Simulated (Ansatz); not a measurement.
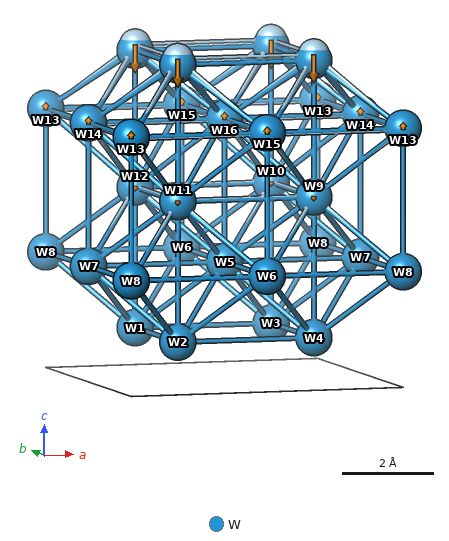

A constrained relaxation of a slab of composition W (cut from the Im-3m phase). The starting structure is drawn faded, the final one solid; orange arrows show the displacements, magnified 5 times.

Style: ball-and-stick. Shown: the cell of the calculation, outlined in the plane, without the vacuum, slightly off an axis.

Case: clean slab, lower planes held. The slab is the (1 0 0) face of W. 8 atoms are held fixed.

The calculation used DFT PBE+D3(BJ), scalar-relativistic, plane waves, PAW (Ansatz). (plane-wave cutoff 420 eV; k-point mesh 3 × 3 × 1; occupations gaussian; smearing width 0.1 eV; no spin polarisation; dipole correction; atoms relaxed in a fixed cell; force threshold 0.03 eV/Å; at most 70 steps)

Q: What did the optimiser do to the structure, and how much energy did it gain?

A: Over 3 accepted moves (5 points after the start) the energy falls by 0.486 eV per cell of the calculation. Largest force component: 1.5 eV/Å at the start, 0.0043 eV/Å at the end. The line search rejected the trial step at point 1 of the run. 1 step only repeated the SCF at the same geometry. The largest moves, 0.13 Å, are those of W atoms. The lattice vectors keep their values. Among the contacts that change: W–W 3.159 → 3.052 Å, W–W 2.736 → 2.640 Å, W–W 3.159 → 3.198 Å, W–W 2.736 → 2.774 Å.
